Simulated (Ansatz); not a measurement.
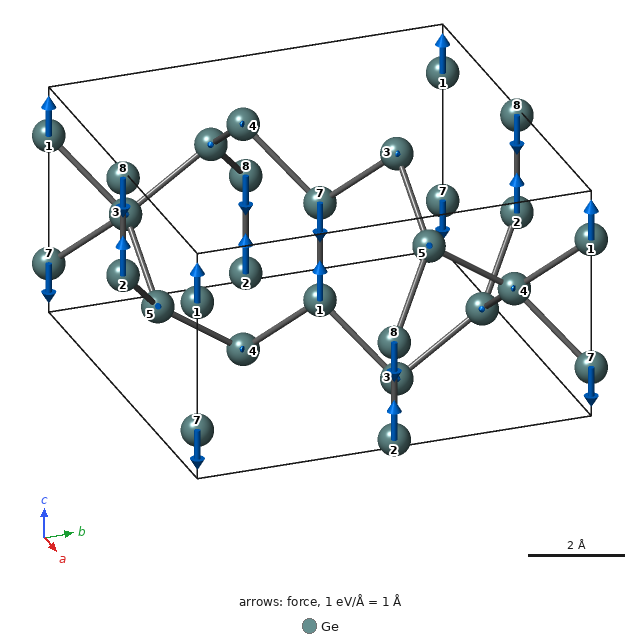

Starting geometry of crystalline Ge (a generated structure, set up in I4_122) (coarse preliminary run) with the computed forces as blue arrows. The picture is a ball-and-stick view of the conventional cell (2 times the calculation's cell), seen from a free direction. Lengths and directions refer to the drawn axes.

Computed with DFT PBE, scalar-relativistic, plane waves, PAW (Ansatz). Set-up: plane-wave cutoff 420 eV; k-point mesh 4 × 4 × 4; occupations gaussian; smearing width 0.1 eV; no spin polarisation; cell and atoms relaxed; force threshold 0.04 eV/Å; at most 70 steps.

Question: What follows when this structure is relaxed?

Answer: It isn't relaxed: the largest force vector, on Ge atoms, is 0.93 eV/Å. The final displacements have little in common with the starting forces (cosine between the two patterns 0.14). The largest moves relative to the cell, 0.070 Å, are those of Ge atoms. The drawn cell changes as follows: a = b 8.844 → 9.954 Å (+12.6 %), c 5.217 → 5.579 Å (+6.9 %); the volume changes by +35.5 %. Near-neighbour distances that change, for instance: Ge–Ge 2.319 → 2.653 Å, Ge–Ge 2.309 → 2.503 Å, Ge–Ge 2.252 → 2.375 Å. Among the angles between lasting bonds that change: Ge–Ge–Ge 108.4° → 106.0°, Ge–Ge–Ge 95.0° → 97.2°. The space group stays I4_122 (No. 98). After 6 accepted moves (8 points after the start) the energy has fallen by 298 meV per atom. Largest force component: 0.93 eV/Å at the start, 0.035 eV/Å at the end. Pressure: 14.96 GPa at the start and −0.07 GPa at the end. At 2 points the geometry stayed and the basis and grid were re-selected for the new cell (energy shift of 6.9 meV per atom at most each time). Cost: 5.2 min on 1 thread of Arm Neoverse N1, on a shared host, peak memory 0.61 GiB.
